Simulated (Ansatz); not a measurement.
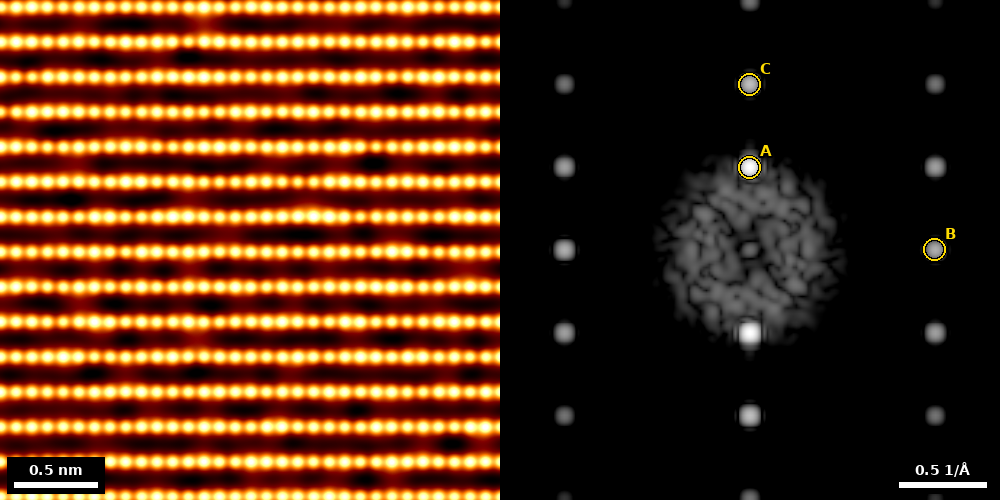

Integrated-DPC-like image of a crystal. Simulated as the projected potential of neutral atoms (B = 0.5 Å²) blurred by a 0.50 Å probe, the thin-sample limit of integrated differential phase contrast. The speckle of an amorphous layer was added.

The right panel is the modulus of the image's Fourier transform on a logarithmic scale.

### Which lattice spacings do the marked spots stand for, and what angle do A and B enclose?

A: 2.1 Å, B: 0.9 Å, C: 1.0 Å; A and B enclose about 90°.

The crystal is Ge (Fm-3m, No. 225) along [210]; the spots are (0 0 -2), (2 -4 0) and (0 0 -4). Atomic positions: coordinates from a relaxation with DFT, PBEsol, plane waves (420 eV) with PAW, scalar-relativistic (Ansatz 0.2.0); the starting structure was generated, so it need not be a known form of this composition.
